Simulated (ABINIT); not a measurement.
## Phonon bands calculation of P (part 4 of 4)

Continued. System: P (R-3m, 2 atoms in the cell). Method: Kohn-Sham DFT of a periodic cell, PBEsol, PseudoDojo NC SR PBEsol v0.4.1 standard, no spin polarisation (ABINIT 10.8.3); cutoff 598.65 eV, 6×6×6 k-mesh, fermi-dirac of 0.05 eV. The structure derives from a Materials Project entry.

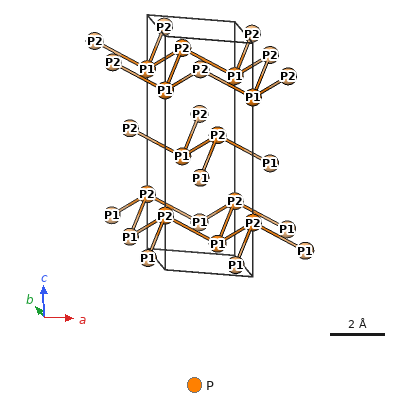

*The structure (ball-and-stick view of the cell 3 times as large as that of the calculation, set on its symmetry axes, seen slightly off an axis; neighbours outside the cell are drawn fainter; atoms are numbered from 1 in the order of the input). An atom can appear more than once, as a periodic image.*

### Input
```
# Datasets
ndtset 5

# Pseudopotentials
pp_dirpath "./"
pseudos "P.upf"

# Structure
acell 3.5756447024 3.5756447024 3.575644697 Angstrom
rprim
     0.4809525059     0.2776780588     0.8316126398
    -0.4809525059     0.2776780588     0.8316126398
     0.0000000000    -0.5553561157     0.8316126411
ntypat 1
znucl 15
natom 2
typat 1 1
chkprim 0
chksymtnons 0
tolsym 1.0e-6
xred
   0.7678928100   0.7678928100   0.7678928100
   0.2321071900   0.2321071900   0.2321071900

# Plane-wave basis
ecut 22.0
ecutsm 0.5

# k points
ngkpt 6 6 6
nshiftk 1
shiftk 0.0 0.0 0.0

# Exchange and correlation
ixc -116133

# Bands and occupations
nband 13
occopt 3
tsmear 0.00183747

# SCF cycle
nstep 80

# Output
prteig 0
prtebands 0
prtwf 0
prtden 0
prtpot 0

# Dataset 1: ground state
kptopt1 1
tolvrs1 1.0e-15
prtwf1 1
tolwfr1 1.0e-14
nbdbuf1 4
nline1 6

# Dataset 2: response at q = 0 to atomic displacements
rfphon2 1
rfatpol2 1 2
rfdir2 1 1 1
getwfk2 1
kptopt2 2
nqpt2 1
qpt2 0.0 0.0 0.0
tolvrs2 1.0e-9

# Dataset 3: atomic displacements at q = 0.5 0.0 0.0
rfphon3 1
rfatpol3 1 2
rfdir3 1 1 1
getwfk3 1
kptopt3 3
nqpt3 1
qpt3 1/2 0.0 0.0
tolvrs3 1.0e-9

# Dataset 4: atomic displacements at q = 0.5 0.5 0.0
rfphon4 1
rfatpol4 1 2
rfdir4 1 1 1
getwfk4 1
kptopt4 3
nqpt4 1
qpt4 1/2 1/2 0.0
tolvrs4 1.0e-9

# Dataset 5: atomic displacements at q = 0.5 0.5 0.5
rfphon5 1
rfatpol5 1 2
rfdir5 1 1 1
getwfk5 1
kptopt5 3
nqpt5 1
qpt5 1/2 1/2 1/2
tolvrs5 1.0e-9
```

### File mrgddb.in
```
merged_DDB
P
5
runo_DS1_DDB
runo_DS2_DDB
runo_DS3_DDB
runo_DS4_DDB
runo_DS5_DDB
```

### File anaddb.abi
```
ddb_filepath "merged_DDB"
output_file "anaddb.abo"
outdata_prefix "ana"
asr 2
chneut 0
dipdip 0
dieflag 0
enunit 0
ifcflag 1
brav 1
ngqpt 2 2 2
nqshft 1
q1shft 0.0 0.0 0.0
nqpath 3
ndivsm 6
qpath
     0.0000000000     0.0000000000     0.0000000000
     0.5000000000     0.0000000000     0.0000000000
     0.5000000000     0.2409941973    -0.2409941973
prtdos 2
ng2qpt 20 20 20
dosdeltae 2.0e-5
```

Run as:
```bash
abinit run.abi > log 2>&1
mrgddb < mrgddb.in > mrgddb.log 2>&1
anaddb anaddb.abi > anaddb.log 2>&1
```

### Summary

- outcome: converged
- space group (tolerance 0.01 Å): R-3m (166)
- electrons treated: 10
- free energy: −376.7491 eV
- Fermi energy: 9.009 eV
- gap on the k-point mesh: none (metallic)
- pressure: −0.22 GPa
- largest force (length of the vector): 0.111 eV/Å
- hardware: 1 thread of Arm Neoverse V1, 112 GiB of memory available, shared host
- wall time: 6.4 min
- peak memory: 0.21 GiB

### Remarks

Further notes kept with the run: chneut/=0 not allowed with q/=0 => chneut reset to 0 locally; asr/=0 not allowed with q/=0 => asr reset to 0 locally. Points of doubt noted for this run: atoms not at rest; k mesh coarse for metal response.
